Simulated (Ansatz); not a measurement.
**Run report: Ta, single-point calculation**

- system: Ta (Immm, 1 atom in the cell)
- method: DFT r2SCAN, scalar-relativistic, plane waves, PAW, no spin polarisation (Ansatz 0.2.0)

The structure derives from an entry of the Crystallography Open Database. It belongs to a series of runs on one base structure; here: strain -0.0200 x Voigt [0, 0, 0, 0, 1, 0], atoms carried along. Figures and captions count atoms from 1; the log counts them from 0 in places.

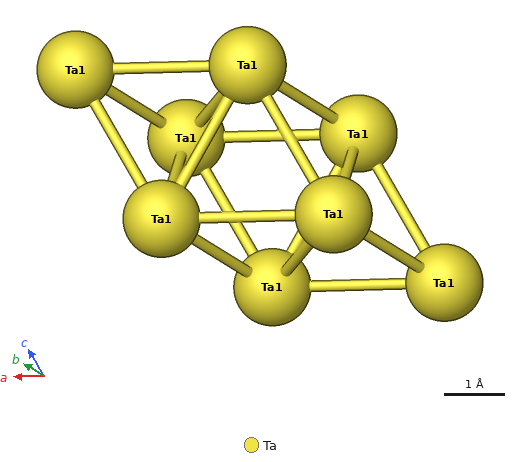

The structure (ball-and-stick view of the reduced cell, seen at an oblique angle; atoms are numbered from 1 in the order of the input). An atom can appear more than once, as a periodic image.

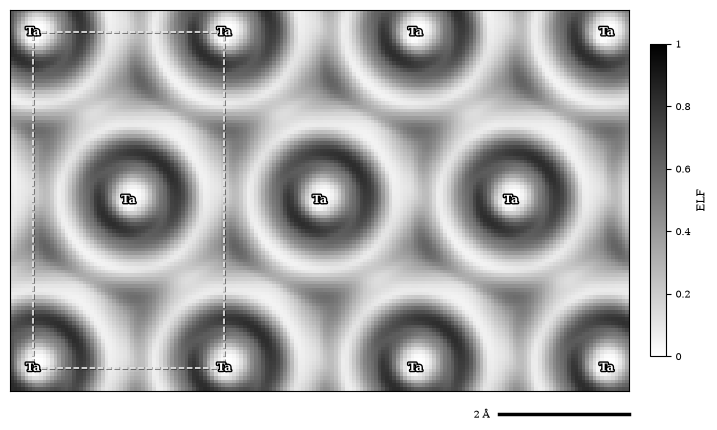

ELF on the (011) plane of the conventional cell. Ta–Ta (2.95 Å): the ELF is about 0.30 at the midpoint; no localised pair between them. Ta–Ta (2.98 Å): the ELF is about 0.30 at the midpoint (no shared electron pair). The strong features right at Ta lie inside the PAW spheres (semicore, d or f shells) and say nothing about bonding. The fields are those of the smooth PAW valence density.

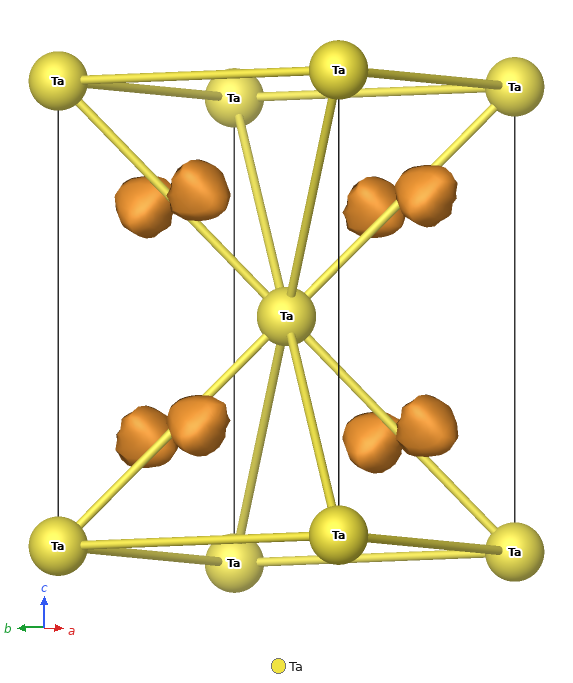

Isosurface of the electron localisation function at 0.65 (orange), seen at an oblique angle. Only the valence region is drawn (cores and ρ < 0.01 e/Å³ removed). Sticks mark near contacts. The outline is the cell set on symmetry axes. Profiles from the grid: Ta–Ta (2.95 Å): the ELF is about 0.30 at the midpoint; no localised pair between them. Ta–Ta (3.01 Å): the ELF is about 0.30 at the midpoint; no shared electron pair.

The input that produced these results follows, with the program's output.

## Input
```yaml
crystal:
  lattice:
    - [-0.0210392856, 2.1039285555, 2.1039285555]
    - [2.0828892699, 0.0, 2.0828892699]
    - [2.1039285555, 2.1039285555, -0.0210392856]
  atoms:
    - { symbol: Ta, position: [0.0, 0.0, 0.0] }
basis:
  ecutwfc: 500
kpoints:
  mp_grid: { grid: [24, 24, 24] }
hamiltonian:
  xc: r2scan
scf:
  occupations: { method: gaussian, width: 0.15 }
output:
  forces: true
  stress: true
  eigenvalues: true
  write_density: true
  write_potential: true
  elf: true
  volumetric_format: npy
```

Run as:
```bash
ansatz run input.yaml --threads 1 --pin off --max-ram 2560MiB --backend cpu --events-out ev --progress --plain --runs-dir out
```

## Log
```
Engine: ansatz 0.2.0, x86_64-unknown-linux-gnu
Pseudopotentials: kind: paw
Pseudopotential: Ta, paw, valence charge 13, recommended cutoff 500 eV (meta_gga), Ta.paw.azcp
Functional definition: r2SCAN
  parameter k0 = 0.174
  parameter k1 = 0.065
  parameter a1 = 4.9479
  exchange = r2scan_x(k0 = k0, k1 = k1, a1 = a1)
  correlation = r2scan_c
Crystal: 1 atoms, lattice volume = 18.624 Å³
Basis set: ecut = 500 eV, 487 PW (Γ), exchange–correlation on 96×96×96 points (64 copies of the dense FFT grid, shifted against one another)
Bands: 11, of which v1, the nominal top of the filled ones, is band 7 counted from 1 (6 counted from 0)
Symmetry: 8 space group operations
Space group: Immm (ITA 71), of the structure as read, at distance tolerance 2.7e-5 Å
k-points: 1963 of 13824
Non-local potential: Ta, projectors of the file, l = 0: 3, l = 1: 2, l = 2: 2, l = 3: 1
PAW form: soft (Blöchl's): semilocal exchange-correlation on the pseudo side does not see the compensation charge
PAW frozen core: Ta, regenerated for the run's functional (the file was generated under x = pbe(κ = 0.804, μ = 0.2195149727645171), c = pbe(β = 0.06672455060314922))
PAW one-centre angular grid: Ta, 590 points (default); XC on 160 Gauss nodes
Initial density: superposition of atomic densities (neutral atoms: chi_scale 0, normalization atom), corrected by the library's trained network
Initial wavefunctions: pseudopotential atomic-orbital guess
Functional: x = r2scan, c = r2scan; τ floored in thin density (d = 2e-4 eV/Å³)
SCF iter   1: F=—  HF=-9944.061221 eV  |F-HF|=—  |Δ(HF+E_count)|=         —  Δρ=6.75e-3  dr2=2.49e-3  dr2_τ=1.59e-2  ethr=1.77e-3  ⟨swp⟩=5.1  Hψ=126247  notcnv=0
preconditioner: auto → none  [metal: Δε(μ)=0.000 eV  Ē_g=8.326 eV  σ=0.150 eV  W_gap=0.00  n_scr=4 (ndim 8)  ℏωp=19.2 eV  f_vac=0.000  D(μ)=1.10/eV (n_scr^D=14)  sad-step TF]
SCF iter   2: F=—  HF=-9944.079168 eV  |F-HF|=—  |Δ(HF+E_count)|=   1.79e-2  Δρ=4.75e-3  dr2=1.51e-3  dr2_τ=3.40e-4  ethr=1.91e-5  ⟨swp⟩=2.9  Hψ=50005  notcnv=0
SCF iter   3: F=—  HF=-9944.080572 eV  |F-HF|=—  |Δ(HF+E_count)|=   1.40e-3  Δρ=6.11e-4  dr2=2.90e-5  dr2_τ=4.98e-5  ethr=1.17e-5  ⟨swp⟩=3.0  Hψ=35823  notcnv=0
SCF iter   4: F=—  HF=-9944.080574 eV  |F-HF|=—  |Δ(HF+E_count)|=   2.43e-6  Δρ=3.63e-4  dr2=8.22e-6  dr2_τ=3.91e-6  ethr=2.23e-7  ⟨swp⟩=2.2  Hψ=28144  notcnv=0
SCF iter   5: F=—  HF=-9944.080580 eV  |F-HF|=—  |Δ(HF+E_count)|=   5.06e-6  Δρ=4.33e-5  dr2=1.09e-7  dr2_τ=1.54e-8  ethr=6.32e-8  ⟨swp⟩=2.4  Hψ=34798  notcnv=0
SCF iter   6: F=-9944.080580 eV  HF=-9944.080580 eV  |F-HF|=8.75e-9  |Δ(HF+E_count)|=   4.45e-8  Δρ=1.10e-5  dr2=1.13e-8  dr2_τ=2.72e-9  ethr=7.69e-10  ⟨swp⟩=9.5  Hψ=128410  notcnv=0
SCF 1 converged in 6 iterations: F = -9944.080580 eV  dr2 = 1.13e-8
  greatest PAW one-centre occupation: 0.998 electrons in one spin orbital (limit 2), on the Ta atom at site 0 (counted from 0), in its partial waves of l = 0
SCF converged after 6 iterations
Free energy (F): -9944.080580 eV
Harris-Foulkes:  -9944.080580 eV  (|F-HF|=8.75e-9)
Internal energy: -9944.068440 eV  (E = F + TS)
E sigma→0 (E₀):  -9944.074510 eV
Entropy (-TS):   -0.012139 eV (-12.139 meV/atom)
Fermi energy:    18.194980 eV
--- Per-component energies (eV) ---
  E_band       = -125.797350
  E_kinetic    = 365.987689
  E_local      = -566.434844  (includes V_loc(G=0)·N_el)
  E_nonlocal   = 14.347832
  E_hartree    = 195.339046
  E_xc         = -204.083974
  E_vxc        = -221.465146  (∫ρ·V_xc dr)
  E_paw        = -8422.691528  (= ΣΔE_a)
  E_vpaw       = -120.022165  (= ΣTr[D̂ρ^β])
  E_aug_tail   = 0.000084  (compensation charges beyond the density's cutoff)
  E_vtau       = 11.110592  (kinetic-family band-sum trace: ∫τ·v_τ [+ j·A + Jᵃ·Aᵃ] dr)
  E_ewald      = -1325.776465
  E_core_change = -0.756280  (= ΣΔE_core)
  E_smearing   = -0.012139  (= −TS)
  E_closure    = -0.000000  (closes the sum)
  Σ components = -9944.080580   (vs F -9944.080580, Δ=0.00e0)
--- Forces (eV/Å), atoms counted from 1 ---
  atom   1  Ta    -0.00000000    -0.00000000     0.00000000
  max |Σ_I F_I| component: 6.16e-33 eV/Å
--- Stress (GPa, compression-positive) ---
        0.095798      -0.000000       1.599380
       -0.000000      -0.090455      -0.000000
        1.599380      -0.000000       0.095798
  P = ⅓ Tr σ = 0.0337 GPa (0.337 kbar)
--- Band table (eV; the first three rows and the last of 1963) ---
  k-point 0: bands = ["-51.2274", "-16.5596", "-16.5370", "-16.5121", "9.6210", "18.5143", "18.6884", "18.8890", "21.9916", "21.9939", "30.8078"]
  k-point 1: bands = ["-51.2257", "-16.5753", "-16.5431", "-16.5146", "9.6933", "18.4752", "18.6945", "18.9236", "21.9594", "21.9597", "30.9602"]
  k-point 2: bands = ["-51.2209", "-16.6300", "-16.5523", "-16.5220", "9.9064", "18.3185", "18.7600", "19.0203", "21.8709", "21.8761", "31.3930"]
  k-point 1962: bands = ["-51.0937", "-17.5655", "-16.9631", "-16.8910", "13.5973", "14.6331", "21.0919", "24.3966", "24.9603", "24.9741", "29.4243"]
```

## Summary

| quantity | value |
| --- | --- |
| outcome | converged |
| space group (tolerance 0.01 Å) | Immm (71) |
| electrons treated | 13 |
| free energy | −9944.0806 eV |
| Fermi energy | 18.195 eV |
| gap on the k-point mesh | none (metallic) |
| pressure | 0.03 GPa |
| largest force (length of the vector) | under 0.001 eV/Å |
| hardware | 1 thread of AMD EPYC (Zen 5), 32 GiB of memory available, shared host |
| wall time | 23 s |
| peak memory | 0.84 GiB |

## Remarks

Spin–orbit coupling is left out, which matters for Ta.
